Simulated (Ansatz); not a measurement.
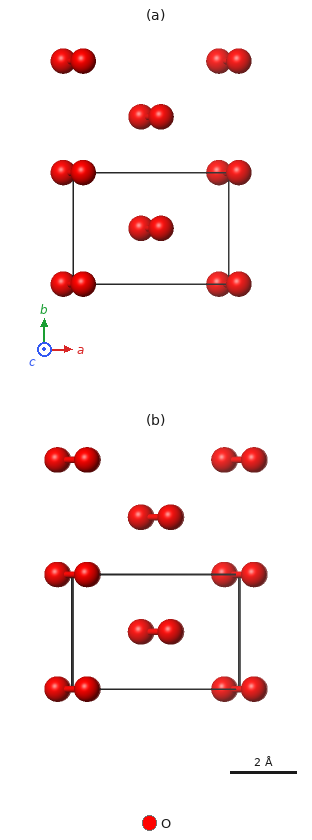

The structure of a crystal of O (set up in C2/m) (coarse preliminary run) before (top) and after (bottom) a relaxation, at one scale.

A ball-and-stick model of the conventional cell (2 times the calculation's cell), repeated 1 × 2 × 1 with one cell outlined, seen along the c axis. Lengths and directions refer to the drawn axes.

These are results of DFT PBE+D3(BJ), scalar-relativistic, plane waves, PAW in Ansatz, not measurements. (plane-wave cutoff 420 eV; k-point mesh 8 × 8 × 6; occupations gaussian; smearing width 0.1 eV; collinear spin; cell and atoms relaxed; force threshold 0.05 eV/Å; at most 80 steps)

Q: What changed between the two?

A: The largest moves relative to the cell, 0.16 Å, are those of O atoms. Cell: a 5.403 → 5.741 Å (+6.3 %), b 3.429 → 3.523 Å (+2.7 %), c 4.232 → 4.257 Å (+0.6 %), β 117.7° → 117.2°. Volume +10.3 %. Some distances before and after: O–O 1.150 → 1.218 Å. The space group stays C2/m (No. 12). Over 9 accepted moves (12 points after the start) the energy falls by 104 meV per atom. Largest force component: 6 eV/Å at the start, 0.011 eV/Å at the end. Pressure: 11.41 GPa at the start and 0.26 GPa at the end. The line search rejected the trial step at point 9 of the run. The SCF was repeated twice at an unchanged geometry on a basis and grid sized afresh for the cell, which shifted the energy by 6.2 meV per atom at most. The run took 78 s on 1 thread of Arm Neoverse V1, on a shared host, peak memory 0.35 GiB.
